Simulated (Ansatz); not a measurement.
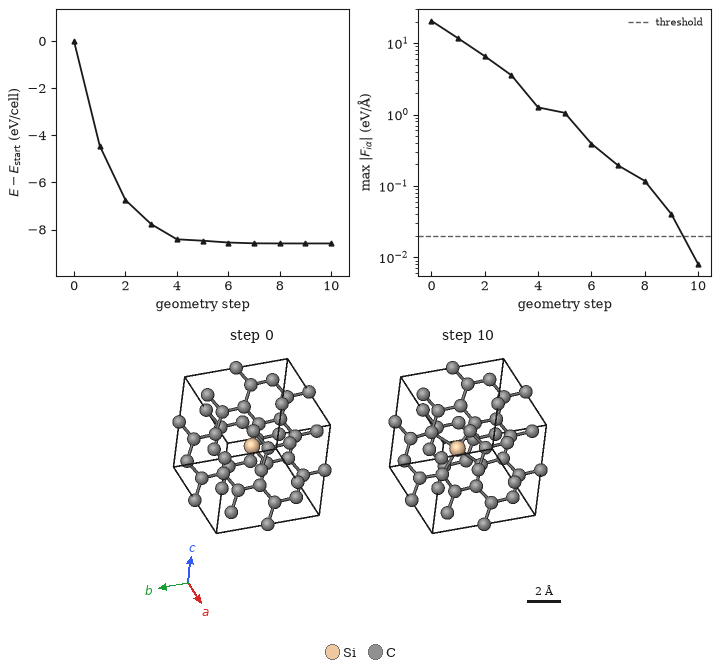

First and last geometry of a relaxation of a defect cell of composition SiC30, with the history of the run. The picture is a ball-and-stick view of the cell of the calculation (origin shifted), seen from a free direction.

Case: Si on a C site beside a C vacancy, charge +0, atoms relaxed.

Method: Ansatz, DFT PBE+D3(BJ), scalar-relativistic, plane waves, PAW.

The input:
```yaml
crystal:
  lattice:
    - [5.6709571555, 0.0, -3.4026574436]
    - [-2.867743478, -4.9298468454, -3.3594911955]
    - [-2.867743478, 4.9298468454, -3.3594911955]
  atoms:
    - { symbol: Si, position: [0.4166287368, 0.0416286019, 0.5416286019] }
    - { symbol: C, position: [0.6666287368, 0.7916286019, 0.5416286019] }
    - { symbol: C, position: [0.9166287368, 0.5416286019, 0.5416286019] }
    - { symbol: C, position: [0.4166287368, 0.2916286019, 0.2916286019] }
    - { symbol: C, position: [0.1666287368, 0.2916286019, 0.5416286019] }
    - { symbol: C, position: [0.6666287368, 0.0416286019, 0.2916286019] }
    - { symbol: C, position: [0.9166287368, 0.7916286019, 0.2916286019] }
    - { symbol: C, position: [0.4166287368, 0.5416286019, 0.0416286019] }
    - { symbol: C, position: [0.1666287368, 0.5416286019, 0.2916286019] }
    - { symbol: C, position: [0.6666287368, 0.2916286019, 0.0416286019] }
    - { symbol: C, position: [0.9166287368, 0.0416286019, 0.0416286019] }
    - { symbol: C, position: [0.4166287368, 0.7916286019, 0.7916286019] }
    - { symbol: C, position: [0.1666287368, 0.7916286019, 0.0416286019] }
    - { symbol: C, position: [0.6666287368, 0.5416286019, 0.7916286019] }
    - { symbol: C, position: [0.9166287368, 0.2916286019, 0.7916286019] }
    - { symbol: C, position: [0.1666287368, 0.0416286019, 0.7916286019] }
    - { symbol: C, position: [0.5833712632, 0.9583713981, 0.4583713981] }
    - { symbol: C, position: [0.8333712632, 0.7083713981, 0.4583713981] }
    - { symbol: C, position: [0.0833712632, 0.4583713981, 0.4583713981] }
    - { symbol: C, position: [0.5833712632, 0.2083713981, 0.2083713981] }
    - { symbol: C, position: [0.8333712632, 0.9583713981, 0.2083713981] }
    - { symbol: C, position: [0.0833712632, 0.7083713981, 0.2083713981] }
    - { symbol: C, position: [0.5833712632, 0.4583713981, 0.9583713981] }
    - { symbol: C, position: [0.3333712632, 0.4583713981, 0.2083713981] }
    - { symbol: C, position: [0.8333712632, 0.2083713981, 0.9583713981] }
    - { symbol: C, position: [0.0833712632, 0.9583713981, 0.9583713981] }
    - { symbol: C, position: [0.5833712632, 0.7083713981, 0.7083713981] }
    - { symbol: C, position: [0.3333712632, 0.7083713981, 0.9583713981] }
    - { symbol: C, position: [0.8333712632, 0.4583713981, 0.7083713981] }
    - { symbol: C, position: [0.0833712632, 0.2083713981, 0.7083713981] }
    - { symbol: C, position: [0.3333712632, 0.9583713981, 0.7083713981] }
basis:
  ecutwfc: 420
  xc_grid: 2
kpoints:
  mp_grid: { grid: [2, 2, 2], shift: [0.5, 0.5, 0.5] }
hamiltonian:
  xc: pbe
  dispersion: d3bj
scf:
  occupations: { method: gaussian, width: 0.02 }
output:
  forces: true
  stress: false
  eigenvalues: true
  write_density: true
  write_potential: true
  elf: true
  volumetric_format: npy
relax:
  adjacent_minimum: "off"
  f_tol: 0.02
  max_steps: 60
```

Command:
```bash
ansatz run input.yaml --threads 4 --pin off --max-ram 8192MiB --backend cpu --events-out ev --progress --plain --runs-dir out
```

Question: Read the history and describe the run.

Answer: It converged. After 10 geometry steps the energy has fallen by 8.588 eV per cell of the calculation. Largest force component: 20 eV/Å at the start, 0.0081 eV/Å at the end. The atom that moves furthest is Si1 (0.69 Å along [−1 2 −1]). Largest moves by element: Si 0.69 Å, C 0.28 Å. The lattice vectors keep their values. Near-neighbour distances that change, for instance: Si1–C12 2.465 → 3.047 Å, Si1–C4 2.465 → 1.904 Å, Si1–C17 1.423 → 1.904 Å, C16–C31 1.423 → 1.388 Å. New bonds form: Si1–C4 (2.46 → 1.90 Å), Si1–C5 (2.46 → 1.90 Å). Among the angles between lasting bonds that change: C17–Si1–C31 120.0° → 89.1°, Si1–C17–C6 120.0° → 105.4°, Si1–C31–C16 120.0° → 105.5°.

| step | E − E(0), meV/atom | largest force component, eV/Å |
| --- | --- | --- |
| 0 | 0.00 | 20.4713 |
| 1 | -143.32 | 11.6860 |
| 2 | -217.54 | 6.5645 |
| 3 | -250.56 | 3.5474 |
| 4 | -271.32 | 1.2582 |
| 5 | -273.24 | 1.0563 |
| 6 | -275.73 | 0.3911 |
| 7 | -276.83 | 0.1940 |
| 8 | -276.99 | 0.1179 |
| 9 | -277.01 | 0.0405 |
| 10 | -277.02 | 0.0081 |

Limits of the set-up: the periodic images lie only 6.6 Å apart, so the values are limited by the cell's size.
